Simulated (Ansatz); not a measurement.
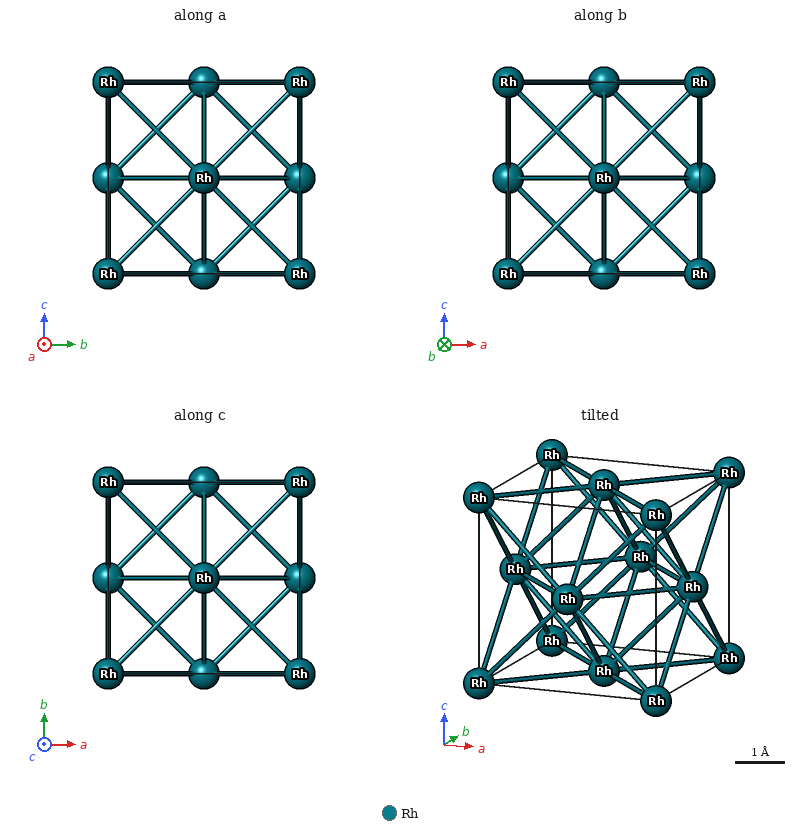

The image is a ball-and-stick drawing of a crystal, viewed along the a axis, along the b axis, along the c axis and slightly off an axis. The frame is the conventional unit cell; atoms at its boundary are shown with their periodic copies.

Lattice parameters: a = 3.9531 Å, b = 3.9531 Å, c = 3.9531 Å, α = 90.000°, β = 90.000°, γ = 90.000°.

### Transcribe the picture into a CIF in P1 with every atom of the cell.

```cif
data_structure
_symmetry_space_group_name_H-M 'P 1'
_symmetry_Int_Tables_number 1
_cell_length_a 3.9531
_cell_length_b 3.9531
_cell_length_c 3.9531
_cell_angle_alpha 90.000
_cell_angle_beta 90.000
_cell_angle_gamma 90.000
_cell_volume 61.78
loop_
_atom_site_label
_atom_site_type_symbol
_atom_site_fract_x
_atom_site_fract_y
_atom_site_fract_z
_atom_site_occupancy
Rh1 Rh 0.0000 0.0000 0.0000 1
Rh2 Rh 0.0000 0.5000 0.5000 1
Rh3 Rh 0.5000 0.0000 0.5000 1
Rh4 Rh 0.5000 0.5000 0.0000 1
```

It goes back to a random cell made by a generator, so it need not be a real form of the element. The cell was then strained or its atoms displaced on purpose. A calculation with Ansatz used it as input.

At this level of theory the cell isn't at rest (stretched, at -19 GPa), so its distances can differ from those at equilibrium, the more so the softer the solid.
